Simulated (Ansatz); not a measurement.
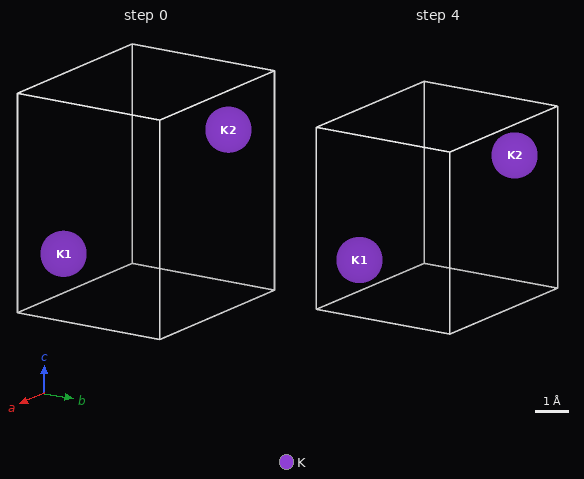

The structure of crystalline K (set up in Cmcm) (coarse preliminary run) before (left) and after (right) a relaxation, at one scale.

Style: ball-and-stick. Shown: the cell of the calculation, from a free direction.

Case: input drawn at random.

All numbers below come from DFT PBE, scalar-relativistic, plane waves, PAW in Ansatz 0.2.0.

The input:
```yaml
crystal:
  lattice:
    - [2.43796235, -4.04761045, 0.0]
    - [2.43796235, 4.04761045, 0.0]
    - [0.0, 0.0, 7.81179801]
  atoms:
    - { symbol: K, position: [0.82061302, 0.17938698, 0.25] }
    - { symbol: K, position: [0.17938698, 0.82061302, 0.75] }
basis:
  ecutwfc: 420
kpoints:
  mp_grid: { grid: [1, 1, 1] }
hamiltonian:
  xc: pbe
scf:
  occupations: { method: gaussian, width: 0.1 }
output:
  forces: true
  stress: true
  eigenvalues: true
relax:
  adjacent_minimum: "off"
  f_tol: 0.01
  max_steps: 5
  cell: {}
```

Run as
```bash
ansatz run input.yaml --threads 1 --pin off --max-ram 1331MiB --backend cpu --events-out ev --progress --plain --runs-dir out
```

Q: What changed between the two?

A: The relaxation stopped without meeting its thresholds, so the last structure isn't shown to be converged. It used up its limit of 5 steps. The largest moves relative to the cell, 0.006 Å, are those of K1 and K2. K1 goes along [1 −1 0]. Cell: a = b 4.725 → 4.423 Å (−6.4 %), c 7.812 → 6.480 Å (−17.0 %), γ 117.9° → 118.4°. Volume −27.7 %. Near-neighbour distances that change, for instance: K1–K2 4.744 → 4.099 Å, K1–K2 (another image) 4.867 → 4.227 Å, K1–K1 4.876 → 4.528 Å, K1–K1 (another image) 4.725 → 4.423 Å. The space group stays Cmcm (No. 63). After 4 geometry steps the energy has fallen by 171 meV per atom. The largest force component goes from 0.0016 to 0.0081 eV/Å. Pressure: −1.53 GPa at the start and −0.20 GPa at the end.

Limits of the set-up: the k-point mesh is coarse for a cell with partly filled bands.
